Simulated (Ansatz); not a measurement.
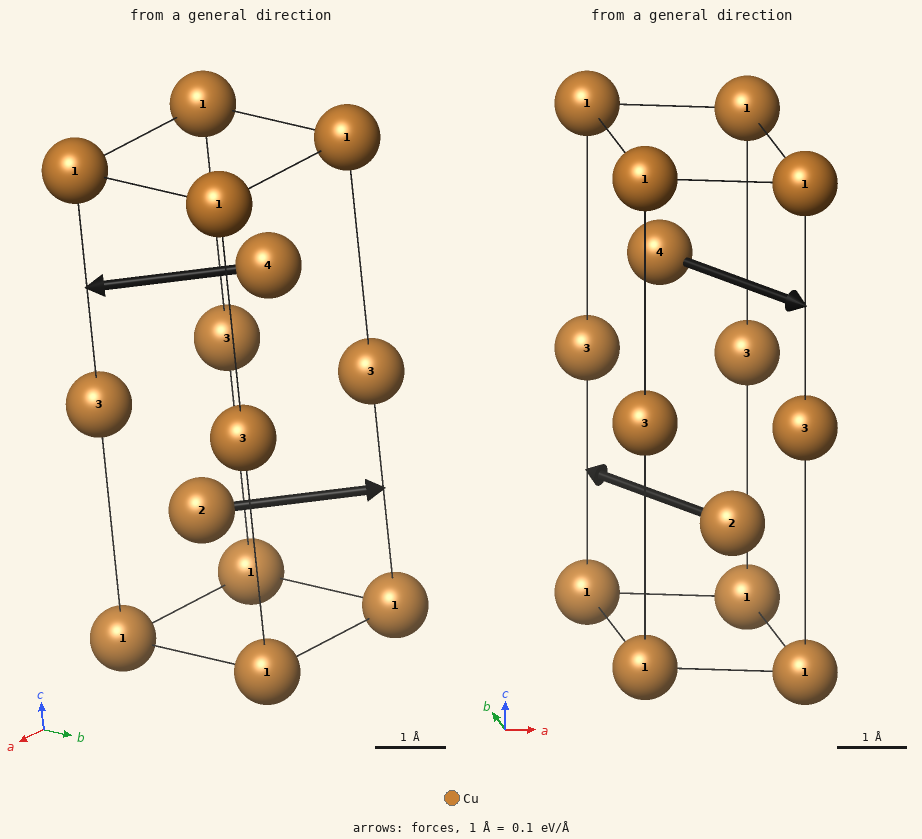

The structure above is drawn in spheres-only style and viewed from two general directions. Atoms at the boundary of the cell (the run's own, in a reduced setting) (the box) are drawn once for each face, edge or corner they touch. The arrows are the computed forces on the atoms.

System: Cu. Computed with Ansatz 0.2.0, DFT r2SCAN, scalar-relativistic, plane waves, PAW. Settings: plane waves up to 500 eV, k-points about 0.13 Å⁻¹ apart, Gaussian smearing of 0.15 eV, no spin polarisation.

Question: Could this be the end point of a relaxation?

Answer: No. The atoms still feel forces of up to about 0.22 eV/Å, far above a usual threshold of 0.01 to 0.03 eV/Å.

Question: Where does the largest force act?

Answer: Cu2 and Cu4, about 0.22 eV/Å.

The structure comes from a structure listed in the Materials Project. The cell was then strained or its atoms displaced on purpose. It went into a calculation with Ansatz.
